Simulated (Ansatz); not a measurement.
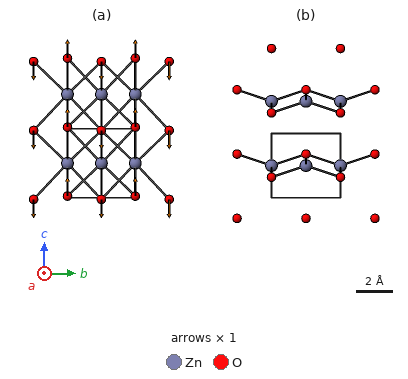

The structure of crystalline ZnO (a generated structure, set up in P4/nmm) (coarse preliminary run) before (left) and after (right) a relaxation, at one scale. The orange arrows give the displacements (the part carried along by the change of the cell is left out), at their true length.

Style: ball-and-stick. Shown: the cell of the calculation, repeated 1 × 1 × 2 with one cell outlined, along the a axis.

All numbers below come from DFT PBE, scalar-relativistic, plane waves, PAW (Ansatz).

Input
```yaml
crystal:
  lattice:
    - [3.78352697, 0.0, 0.0]
    - [0.0, 3.78352697, 0.0]
    - [0.0, 0.0, 3.84631579]
  atoms:
    - { symbol: Zn, position: [0.0, 0.0, 0.5] }
    - { symbol: Zn, position: [0.5, 0.5, 0.5] }
    - { symbol: O, position: [0.0, 0.5, 0.97617093] }
    - { symbol: O, position: [0.5, 0.0, 0.02382907] }
basis:
  ecutwfc: 420
kpoints:
  mp_grid: { grid: [4, 4, 4] }
hamiltonian:
  xc: pbe
scf:
  occupations: { method: gaussian, width: 0.1 }
  lower_state_search: "off"
output:
  forces: true
  stress: true
  eigenvalues: true
relax:
  adjacent_minimum: "off"
  f_tol: 0.04
  max_steps: 70
  cell: { stress_tol: 0.4 }
```

Command:
```bash
ansatz run input.yaml --threads 1 --pin off --max-ram 2560MiB --backend cpu --events-out ev --progress --plain --runs-dir out
```

Summarise the run.

Answer. The largest moves relative to the cell, 1.06 Å, are those of O3 and O4. O4 goes along +c. Zn stays in place. The drawn cell changes as follows: a = b 3.784 → 3.849 Å (+1.7 %), c 3.846 → 3.588 Å (−6.7 %); the volume changes by −3.5 %. Some distances before and after: Zn1–O3 2.764 → 3.517 Å, Zn1–O3 (another image) 2.633 → 2.029 Å. The space group stays P4/nmm (No. 129). After 11 accepted moves (12 points after the start) the energy has fallen by 1411 meV per atom. Largest force component: 1.6 eV/Å at the start, 0.0027 eV/Å at the end. Pressure: −17.67 GPa at the start and 0.07 GPa at the end. At 1 point the geometry stayed and the basis and grid were re-selected for the new cell (energy shift of 0.4 meV per atom at most each time).
